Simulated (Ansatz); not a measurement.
# Geometry relaxation of W8C9 (part 1 of 3)

W8C9 (defect cell, 17 atoms in the cell), computed with DFT PBEsol, scalar-relativistic, plane waves, PAW, no spin polarisation (Ansatz 0.2.0).

The structure derives from a Materials Project entry. It belongs to a series of runs on one base structure; here: C interstitial, charge +0, atoms relaxed.

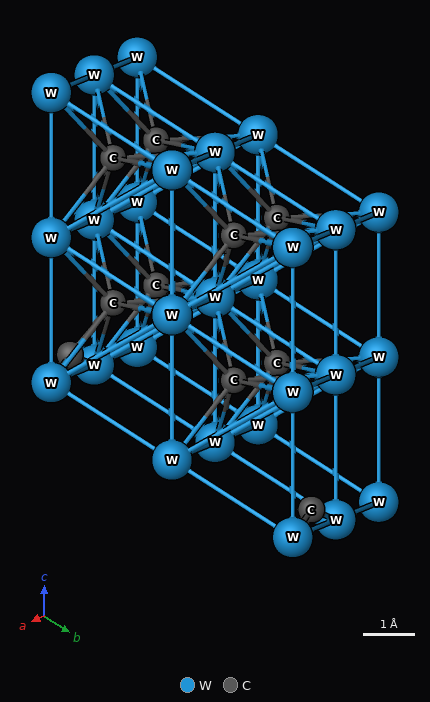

**Figure 1.** The input geometry (ball-and-stick view of the cell of the calculation, seen slightly off an axis). An atom can appear more than once, as a periodic image.

### The input
```yaml
crystal:
  lattice:
    - [0.0, 0.0, -5.6555137123]
    - [-2.8984787826, -5.020312516, 0.0]
    - [-2.8984787825, 5.0203125161, 0.0]
  atoms:
    - { symbol: W, position: [0.5, 0.5, 0.5] }
    - { symbol: W, position: [1.0, 0.5, 0.5] }
    - { symbol: W, position: [0.5, 0.5, 0.0] }
    - { symbol: W, position: [1.0, 0.5, 0.0] }
    - { symbol: W, position: [0.5, 1.0, 0.5] }
    - { symbol: W, position: [1.0, 1.0, 0.5] }
    - { symbol: W, position: [0.5, 1.0, 0.0] }
    - { symbol: W, position: [1.0, 1.0, 0.0] }
    - { symbol: C, position: [0.25, 0.1666666667, 0.8333333333] }
    - { symbol: C, position: [0.75, 0.1666666667, 0.8333333333] }
    - { symbol: C, position: [0.25, 0.1666666667, 0.3333333333] }
    - { symbol: C, position: [0.75, 0.1666666667, 0.3333333333] }
    - { symbol: C, position: [0.25, 0.6666666667, 0.8333333333] }
    - { symbol: C, position: [0.75, 0.6666666667, 0.8333333333] }
    - { symbol: C, position: [0.25, 0.6666666667, 0.3333333333] }
    - { symbol: C, position: [0.75, 0.6666666667, 0.3333333333] }
    - { symbol: C, position: [0.7660735664, 0.9936979635, 0.0644007699] }
basis:
  ecutwfc: 420
  xc_grid: 2
kpoints:
  mp_grid: { grid: [4, 5, 5], shift: [0.5, 0.0, 0.0] }
hamiltonian:
  xc: pbesol
scf:
  occupations: { method: gaussian, width: 0.1 }
output:
  forces: true
  stress: false
  eigenvalues: true
  write_density: true
  write_potential: true
  elf: true
  volumetric_format: npy
relax:
  adjacent_minimum: "off"
  f_tol: 0.02
  max_steps: 60
```

Command:
```bash
ansatz run input.yaml --threads 4 --pin off --max-ram 10240MiB --backend cpu --events-out ev --progress --plain --runs-dir out
```

### The program's output
```
Engine: ansatz 0.2.0, x86_64-unknown-linux-gnu
Pseudopotentials: kind: paw
Pseudopotential: W, paw, valence charge 14, recommended cutoff 420 eV (normal), W.paw.azcp
Pseudopotential: C, paw, valence charge 4, recommended cutoff 420 eV (normal), C.paw.azcp
Functional definition: PBEsol
  exchange = pbesol_x
  correlation = pbesol_c
Crystal: 17 atoms, lattice volume = 164.590 Å³
Basis set: ecut = 420 eV, 3259 PW (Γ), exchange–correlation on 80×80×80 points (8 copies of the dense FFT grid, shifted against one another)
Bands: 91, of which v1, the nominal top of the filled ones, is band 74 counted from 1 (73 counted from 0)
Symmetry: 1 space group operations
Space group: P1 (ITA 1), of the structure as read, at distance tolerance 5.5e-5 Å
k-points: 50 of 100 (time reversal used)
Non-local potential: W, projectors of the file, l = 0: 3, l = 1: 2, l = 2: 2, l = 3: 1
Non-local potential: C, projectors of the file, l = 0: 2, l = 1: 2, l = 2: 1
PAW form: soft (Blöchl's): semilocal exchange-correlation on the pseudo side does not see the compensation charge
PAW frozen core: W, regenerated for the run's functional, and the local potential with it (the file was generated under x = pbe(κ = 0.804, μ = 0.2195149727645171), c = pbe(β = 0.06672455060314922))
PAW frozen core: C, regenerated for the run's functional, and the local potential with it (the file was generated under x = pbe(κ = 0.804, μ = 0.2195149727645171), c = pbe(β = 0.06672455060314922))
PAW one-centre angular grid: W, 590 points (default); XC on 64 Gauss nodes
PAW one-centre angular grid: C, 110 points (default); XC on 64 Gauss nodes
Initial density: superposition of atomic densities (neutral atoms: chi_scale 0, normalization atom), corrected by the library's trained network
Initial wavefunctions: pseudopotential atomic-orbital guess
Functional: x = pbesol(κ = 0.804, μ = 0.12345679012345678), c = pbesol(β = 0.046)
SCF iter   1: F=—  HF=-84255.739733 eV  |F-HF|=—  |Δ(HF+E_count)|=         —  Δρ=2.26e-2  dr2=8.79e-1  ethr=1.77e-3  ⟨swp⟩=6.1  Hψ=17920  notcnv=0  defer=23
preconditioner: auto → Kerker (q_TF=auto, 2.680 Å⁻¹)  [metal: Δε(μ)=0.016 eV  Ē_g=9.010 eV  σ=0.100 eV  W_gap=0.09  n_scr=58 (ndim 8)  ℏωp=26.5 eV  f_vac=0.000  D(μ)=4.25/eV (n_scr^D=20)]
SCF iter   2: F=—  HF=-84255.568241 eV  |F-HF|=—  |Δ(HF+E_count)|=   1.71e-1  Δρ=9.85e-3  dr2=1.20e-1  ethr=5.94e-4  ⟨swp⟩=2.5  Hψ=6767  notcnv=0  defer=461
SCF iter   3: F=—  HF=-84255.542850 eV  |F-HF|=—  |Δ(HF+E_count)|=   2.54e-2  Δρ=3.07e-3  dr2=1.18e-2  ethr=8.10e-5  ⟨swp⟩=2.0  Hψ=7303  notcnv=0  defer=461
SCF iter   4: F=—  HF=-84255.539830 eV  |F-HF|=—  |Δ(HF+E_count)|=   3.02e-3  Δρ=4.47e-4  dr2=5.82e-4  ethr=7.95e-6  ⟨swp⟩=2.0  Hψ=7343  notcnv=0  defer=461
SCF iter   5: F=—  HF=-84255.539660 eV  |F-HF|=—  |Δ(HF+E_count)|=   1.70e-4  Δρ=1.64e-4  dr2=6.37e-5  ethr=3.93e-7  ⟨swp⟩=2.0  Hψ=5892  notcnv=0  defer=486
SCF iter   6: F=-84255.539640 eV  HF=-84255.539645 eV  |F-HF|=5.54e-6  |Δ(HF+E_count)|=   1.42e-5  Δρ=5.36e-5  dr2=7.63e-6  ethr=6.76e-9  ⟨swp⟩=18.9  Hψ=46111  notcnv=0
SCF 1 converged in 6 iterations: F = -84255.539640 eV  dr2 = 7.63e-6
  greatest PAW one-centre occupation: 1.000 electrons in one spin orbital (limit 2), on the W atom at site 2 (counted from 0), in its partial waves of l = 0
relax step   1: F+E_penalty+E_count = -84255.53963994 eV  Δ(F+E_penalty+E_count) = +0.000e0 eV  max|allowed force component| = 4.916e1 eV/Å  Δτ_max = 0.0000 Å  (6 SCF iters, dr2 threshold 1.00e-5 eV, accepted)
Initial density: handed on by an earlier stage of this run
Initial wavefunctions: those handed on with the density
iter 1 solved again at ethr=2.43e-3 eV; its pass at ethr=3.10e-3 eV (dr2=3.60e0 eV) is discarded
SCF iter   1: F=—  HF=-84266.117260 eV  |F-HF|=—  |Δ(HF+E_count)|=         —  Δρ=3.98e-2  dr2=3.61e0  ethr=2.43e-3  ⟨swp⟩=1.0  Hψ=19927  notcnv=0  defer=203
preconditioner: auto → Kerker (q_TF=auto, 2.680 Å⁻¹)  [metal: Δε(μ)=0.010 eV  Ē_g=9.013 eV  σ=0.100 eV  W_gap=0.06  n_scr=58 (ndim 8)  ℏωp=26.5 eV  f_vac=0.000  D(μ)=5.38/eV (n_scr^D=28)]
SCF iter   2: F=—  HF=-84265.521645 eV  |F-HF|=—  |Δ(HF+E_count)|=   5.96e-1  Δρ=1.64e-2  dr2=5.41e-1  ethr=2.43e-3  ⟨swp⟩=2.4  Hψ=6510  notcnv=0  defer=203
SCF iter   3: F=—  HF=-84265.417815 eV  |F-HF|=—  |Δ(HF+E_count)|=   1.04e-1  Δρ=3.04e-3  dr2=1.31e-2  ethr=3.65e-4  ⟨swp⟩=2.3  Hψ=7570  notcnv=0  defer=471
SCF iter   4: F=—  HF=-84265.415991 eV  |F-HF|=—  |Δ(HF+E_count)|=   1.82e-3  Δρ=6.80e-4  dr2=1.48e-3  ethr=8.83e-6  ⟨swp⟩=2.0  Hψ=7573  notcnv=0  defer=483
SCF iter   5: F=—  HF=-84265.415668 eV  |F-HF|=—  |Δ(HF+E_count)|=   3.23e-4  Δρ=2.14e-4  dr2=1.73e-4  ethr=9.99e-7  ⟨swp⟩=2.0  Hψ=5820  notcnv=0  defer=483
SCF iter   6: F=-84265.415628 eV  HF=-84265.415634 eV  |F-HF|=5.84e-6  |Δ(HF+E_count)|=   3.47e-5  Δρ=6.14e-5  dr2=9.00e-6  ethr=6.76e-8  ⟨swp⟩=19.2  Hψ=44156  notcnv=0
SCF 2 converged in 6 iterations: F = -84265.415628 eV  dr2 = 9.00e-6
  greatest PAW one-centre occupation: 1.000 electrons in one spin orbital (limit 2), on the W atom at site 3 (counted from 0), in its partial waves of l = 0
relax step   2: F+E_penalty+E_count = -84265.41562796 eV  Δ(F+E_penalty+E_count) = -9.876e0 eV  max|allowed force component| = 1.114e1 eV/Å  Δτ_max = 0.1988 Å  (6 SCF iters, dr2 threshold 1.00e-4 eV, accepted)
iter 1 solved again at ethr=3.94e-4 eV; its pass at ethr=3.10e-3 eV (dr2=5.84e-1 eV) is discarded
SCF iter   1: F=—  HF=-84267.456493 eV  |F-HF|=—  |Δ(HF+E_count)|=         —  Δρ=2.16e-2  dr2=5.82e-1  ethr=3.94e-4  ⟨swp⟩=1.6  Hψ=16288  notcnv=0  defer=458
preconditioner: auto → Kerker (q_TF=auto, 2.680 Å⁻¹)  [metal: Δε(μ)=0.013 eV  Ē_g=8.977 eV  σ=0.100 eV  W_gap=0.07  n_scr=58 (ndim 8)  ℏωp=26.5 eV  f_vac=0.000  D(μ)=5.08/eV (n_scr^D=28)]
SCF iter   2: F=—  HF=-84267.335596 eV  |F-HF|=—  |Δ(HF+E_count)|=   1.21e-1  Δρ=1.13e-2  dr2=1.47e-1  ethr=3.93e-4  ⟨swp⟩=2.0  Hψ=6217  notcnv=0  defer=458
SCF iter   3: F=—  HF=-84267.290463 eV  |F-HF|=—  |Δ(HF+E_count)|=   4.51e-2  Δρ=1.40e-3  dr2=4.72e-3  ethr=9.91e-5  ⟨swp⟩=2.0  Hψ=6303  notcnv=0  defer=458
SCF iter   4: F=—  HF=-84267.289549 eV  |F-HF|=—  |Δ(HF+E_count)|=   9.14e-4  Δρ=4.55e-4  dr2=4.42e-4  ethr=3.19e-6  ⟨swp⟩=2.0  Hψ=7844  notcnv=0  defer=481
SCF iter   5: F=—  HF=-84267.289450 eV  |F-HF|=—  |Δ(HF+E_count)|=   9.95e-5  Δρ=1.24e-4  dr2=5.65e-5  ethr=6.76e-8  ⟨swp⟩=18.2  Hψ=45653  notcnv=0
SCF iter   6: F=-84267.289437 eV  HF=-84267.289439 eV  |F-HF|=1.75e-6  |Δ(HF+E_count)|=   1.09e-5  Δρ=3.64e-5  dr2=2.85e-6  ethr=3.82e-8  ⟨swp⟩=13.0  Hψ=42429  notcnv=0
SCF 3 converged in 6 iterations: F = -84267.289437 eV  dr2 = 2.85e-6
  greatest PAW one-centre occupation: 1.000 electrons in one spin orbital (limit 2), on the W atom at site 0 (counted from 0), in its partial waves of l = 0
relax step   3: F+E_penalty+E_count = -84267.28943724 eV  Δ(F+E_penalty+E_count) = -1.874e0 eV  max|allowed force component| = 5.190e0 eV/Å  Δτ_max = 0.2000 Å  (6 SCF iters, dr2 threshold 1.00e-4 eV, accepted)
SCF iter   1: F=—  HF=-84268.428753 eV  |F-HF|=—  |Δ(HF+E_count)|=         —  Δρ=1.83e-2  dr2=5.01e-1  ethr=2.55e-3  ⟨swp⟩=4.2  Hψ=10166  notcnv=0  defer=487
preconditioner: auto → Kerker (q_TF=auto, 2.680 Å⁻¹)  [metal: Δε(μ)=0.015 eV  Ē_g=8.943 eV  σ=0.100 eV  W_gap=0.08  n_scr=58 (ndim 8)  ℏωp=26.5 eV  f_vac=0.000  D(μ)=5.22/eV (n_scr^D=28)]
SCF iter   2: F=—  HF=-84268.324307 eV  |F-HF|=—  |Δ(HF+E_count)|=   1.04e-1  Δρ=9.68e-3  dr2=1.24e-1  ethr=3.38e-4  ⟨swp⟩=2.0  Hψ=6257  notcnv=0  defer=488
SCF iter   3: F=—  HF=-84268.285648 eV  |F-HF|=—  |Δ(HF+E_count)|=   3.87e-2  Δρ=1.38e-3  dr2=4.27e-3  ethr=8.37e-5  ⟨swp⟩=2.0  Hψ=6299  notcnv=0  defer=488
SCF iter   4: F=—  HF=-84268.284676 eV  |F-HF|=—  |Δ(HF+E_count)|=   9.72e-4  Δρ=2.85e-4  dr2=2.23e-4  ethr=2.88e-6  ⟨swp⟩=2.0  Hψ=7672  notcnv=0  defer=491
iter 5 did not close the SCF: its close was put off for the readings that it lacked (scf_convergence_deferred on its scf_iter line)
SCF iter   5: F=-84268.284618 eV  HF=-84268.284624 eV  |F-HF|=6.39e-6  |Δ(HF+E_count)|=   5.16e-5  Δρ=5.58e-5  dr2=9.36e-6  ethr=1.51e-7  ⟨swp⟩=2.0  Hψ=5897  notcnv=0  defer=491
SCF iter   6: F=-84268.284622 eV  HF=-84268.284622 eV  |F-HF|=3.78e-7  |Δ(HF+E_count)|=   1.95e-6  Δρ=1.58e-5  dr2=6.29e-7  ethr=6.32e-9  ⟨swp⟩=16.5  Hψ=39407  notcnv=0
SCF 4 converged in 6 iterations: F = -84268.284622 eV  dr2 = 6.29e-7
relax step   4: F+E_penalty+E_count = -84268.28462163 eV  Δ(F+E_penalty+E_count) = -9.952e-1 eV  max|allowed force component| = 3.611e0 eV/Å  Δτ_max = 0.1963 Å  (6 SCF iters, dr2 threshold 1.00e-4 eV, accepted)
iter 1 solved again at ethr=2.58e-4 eV; its pass at ethr=3.10e-3 eV (dr2=3.82e-1 eV) is discarded
SCF iter   1: F=—  HF=-84269.179346 eV  |F-HF|=—  |Δ(HF+E_count)|=         —  Δρ=1.65e-2  dr2=3.76e-1  ethr=2.58e-4  ⟨swp⟩=1.4  Hψ=14397  notcnv=0  defer=480
preconditioner: auto → Kerker (q_TF=auto, 2.680 Å⁻¹)  [metal: Δε(μ)=0.011 eV  Ē_g=8.955 eV  σ=0.100 eV  W_gap=0.06  n_scr=58 (ndim 8)  ℏωp=26.5 eV  f_vac=0.000  D(μ)=5.37/eV (n_scr^D=28)]
SCF iter   2: F=—  HF=-84269.099760 eV  |F-HF|=—  |Δ(HF+E_count)|=   7.96e-2  Δρ=9.07e-3  dr2=1.26e-1  ethr=2.54e-4  ⟨swp⟩=2.0  Hψ=5236  notcnv=0  defer=480
SCF iter   3: F=—  HF=-84269.063114 eV  |F-HF|=—  |Δ(HF+E_count)|=   3.66e-2  Δρ=9.30e-4  dr2=1.35e-3  ethr=8.55e-5  ⟨swp⟩=2.0  Hψ=6503  notcnv=0  defer=480
SCF iter   4: F=—  HF=-84269.062885 eV  |F-HF|=—  |Δ(HF+E_count)|=   2.29e-4  Δρ=1.65e-4  dr2=8.88e-5  ethr=9.10e-7  ⟨swp⟩=2.0  Hψ=7751  notcnv=0  defer=481
iter 5 did not close the SCF: its close was put off for the readings that it lacked (scf_convergence_deferred on its scf_iter line)
SCF iter   5: F=-84269.062865 eV  HF=-84269.062867 eV  |F-HF|=1.45e-6  |Δ(HF+E_count)|=   1.78e-5  Δρ=4.00e-5  dr2=2.61e-6  ethr=6.00e-8  ⟨swp⟩=2.0  Hψ=6181  notcnv=0  defer=481
SCF iter   6: F=-84269.062866 eV  HF=-84269.062866 eV  |F-HF|=1.07e-7  |Δ(HF+E_count)|=   5.01e-7  Δρ=8.72e-6  dr2=1.80e-7  ethr=1.77e-9  ⟨swp⟩=16.2  Hψ=38134  notcnv=0
SCF 5 converged in 6 iterations: F = -84269.062866 eV  dr2 = 1.80e-7
relax step   5: F+E_penalty+E_count = -84269.06286623 eV  Δ(F+E_penalty+E_count) = -7.782e-1 eV  max|allowed force component| = 3.186e0 eV/Å  Δτ_max = 0.2000 Å  (6 SCF iters, dr2 threshold 1.00e-4 eV, accepted)
SCF iter   1: F=—  HF=-84269.987983 eV  |F-HF|=—  |Δ(HF+E_count)|=         —  Δρ=1.53e-2  dr2=3.19e-1  ethr=2.62e-3  ⟨swp⟩=4.0  Hψ=9143  notcnv=0  defer=480
preconditioner: auto → Kerker (q_TF=auto, 2.680 Å⁻¹)  [metal: Δε(μ)=0.015 eV  Ē_g=8.994 eV  σ=0.100 eV  W_gap=0.08  n_scr=58 (ndim 8)  ℏωp=26.5 eV  f_vac=0.000  D(μ)=4.29/eV (n_scr^D=26)]
SCF iter   2: F=—  HF=-84269.910511 eV  |F-HF|=—  |Δ(HF+E_count)|=   7.75e-2  Δρ=8.51e-3  dr2=1.05e-1  ethr=2.16e-4  ⟨swp⟩=2.0  Hψ=6080  notcnv=0  defer=467
SCF iter   3: F=—  HF=-84269.875700 eV  |F-HF|=—  |Δ(HF+E_count)|=   3.48e-2  Δρ=1.04e-3  dr2=2.00e-3  ethr=7.11e-5  ⟨swp⟩=2.0  Hψ=6372  notcnv=0  defer=467
SCF iter   4: F=—  HF=-84269.875363 eV  |F-HF|=—  |Δ(HF+E_count)|=   3.38e-4  Δρ=2.47e-4  dr2=1.25e-4  ethr=1.35e-6  ⟨swp⟩=2.0  Hψ=6779  notcnv=0  defer=467
iter 5 did not close the SCF: its close was put off for the readings that it lacked (scf_convergence_deferred on its scf_iter line)
SCF iter   5: F=-84269.875335 eV  HF=-84269.875339 eV  |F-HF|=3.55e-6  |Δ(HF+E_count)|=   2.39e-5  Δρ=5.94e-5  dr2=6.40e-6  ethr=8.46e-8  ⟨swp⟩=2.0  Hψ=7126  notcnv=0  defer=468
SCF iter   6: F=-84269.875337 eV  HF=-84269.875338 eV  |F-HF|=2.24e-7  |Δ(HF+E_count)|=   1.37e-6  Δρ=1.14e-5  dr2=3.76e-7  ethr=4.32e-9  ⟨swp⟩=16.7  Hψ=38991  notcnv=0
SCF 6 converged in 6 iterations: F = -84269.875337 eV  dr2 = 3.76e-7
  greatest PAW one-centre occupation: 1.000 electrons in one spin orbital (limit 2), on the W atom at site 1 (counted from 0), in its partial waves of l = 0
relax step   6: F+E_penalty+E_count = -84269.87533735 eV  Δ(F+E_penalty+E_count) = -8.125e-1 eV  max|allowed force component| = 2.365e0 eV/Å  Δτ_max = 0.1952 Å  (6 SCF iters, dr2 threshold 1.00e-4 eV, accepted)
SCF iter   1: F=—  HF=-84270.640213 eV  |F-HF|=—  |Δ(HF+E_count)|=         —  Δρ=1.48e-2  dr2=2.53e-1  ethr=3.01e-3  ⟨swp⟩=4.4  Hψ=9285  notcnv=0  defer=477
preconditioner: auto → Kerker (q_TF=auto, 2.680 Å⁻¹)  [metal: Δε(μ)=0.011 eV  Ē_g=9.065 eV  σ=0.100 eV  W_gap=0.06  n_scr=58 (ndim 8)  ℏωp=26.5 eV  f_vac=0.000  D(μ)=4.46/eV (n_scr^D=26)]
SCF iter   2: F=—  HF=-84270.572665 eV  |F-HF|=—  |Δ(HF+E_count)|=   6.75e-2  Δρ=8.18e-3  dr2=8.07e-2  ethr=1.71e-4  ⟨swp⟩=1.7  Hψ=5590  notcnv=0  defer=478
SCF iter   3: F=—  HF=-84270.544529 eV  |F-HF|=—  |Δ(HF+E_count)|=   2.81e-2  Δρ=1.18e-3  dr2=3.31e-3  ethr=5.45e-5  ⟨swp⟩=2.0  Hψ=6131  notcnv=0  defer=478
SCF iter   4: F=—  HF=-84270.543912 eV  |F-HF|=—  |Δ(HF+E_count)|=   6.17e-4  Δρ=2.44e-4  dr2=1.68e-4  ethr=2.23e-6  ⟨swp⟩=2.0  Hψ=6165  notcnv=0  defer=478
iter 5 did not close the SCF: its close was put off for the readings that it lacked (scf_convergence_deferred on its scf_iter line)
SCF iter   5: F=-84270.543871 eV  HF=-84270.543879 eV  |F-HF|=8.14e-6  |Δ(HF+E_count)|=   3.29e-5  Δρ=5.88e-5  dr2=1.16e-5  ethr=1.14e-7  ⟨swp⟩=2.0  Hψ=6564  notcnv=0  defer=478
SCF iter   6: F=-84270.543877 eV  HF=-84270.543877 eV  |F-HF|=3.66e-7  |Δ(HF+E_count)|=   2.04e-6  Δρ=1.41e-5  dr2=5.79e-7  ethr=7.81e-9  ⟨swp⟩=17.1  Hψ=40293  notcnv=0
SCF 7 converged in 6 iterations: F = -84270.543877 eV  dr2 = 5.79e-7
relax step   7: F+E_penalty+E_count = -84270.54387657 eV  Δ(F+E_penalty+E_count) = -6.685e-1 eV  max|allowed force component| = 1.111e0 eV/Å  Δτ_max = 0.2000 Å  (6 SCF iters, dr2 threshold 1.00e-4 eV, accepted)
SCF iter   1: F=—  HF=-84270.786123 eV  |F-HF|=—  |Δ(HF+E_count)|=         —  Δρ=1.20e-2  dr2=1.98e-1  ethr=1.50e-3  ⟨swp⟩=5.8  Hψ=10103  notcnv=0  defer=433
preconditioner: auto → Kerker (q_TF=auto, 2.680 Å⁻¹)  [metal: Δε(μ)=0.082 eV  Ē_g=9.104 eV  σ=0.100 eV  W_gap=0.43  n_scr=58 (ndim 8)  ℏωp=26.5 eV  f_vac=0.000  D(μ)=3.94/eV (n_scr^D=20)]
SCF iter   2: F=—  HF=-84270.742874 eV  |F-HF|=—  |Δ(HF+E_count)|=   4.32e-2  Δρ=6.95e-3  dr2=6.59e-2  ethr=1.34e-4  ⟨swp⟩=1.2  Hψ=5260  notcnv=0  defer=436
SCF iter   3: F=—  HF=-84270.720582 eV  |F-HF|=—  |Δ(HF+E_count)|=   2.23e-2  Δρ=7.94e-4  dr2=9.82e-4  ethr=4.45e-5  ⟨swp⟩=2.0  Hψ=6180  notcnv=0  defer=436
SCF iter   4: F=—  HF=-84270.720424 eV  |F-HF|=—  |Δ(HF+E_count)|=   1.58e-4  Δρ=2.77e-4  dr2=1.45e-4  ethr=6.64e-7  ⟨swp⟩=2.0  Hψ=5907  notcnv=0  defer=436
SCF iter   5: F=-84270.720382 eV  HF=-84270.720399 eV  |F-HF|=1.74e-5  |Δ(HF+E_count)|=   2.51e-5  Δρ=8.99e-5  dr2=2.19e-5  ethr=6.76e-8  ⟨swp⟩=18.0  Hψ=43708  notcnv=0
SCF 8 converged in 5 iterations: F = -84270.720382 eV  dr2 = 2.19e-5
relax step   8: F+E_penalty+E_count = -84270.72038196 eV  Δ(F+E_penalty+E_count) = -1.765e-1 eV  max|allowed force component| = 1.441e-1 eV/Å  Δτ_max = 0.1844 Å  (5 SCF iters, dr2 threshold 1.00e-4 eV, accepted)
```
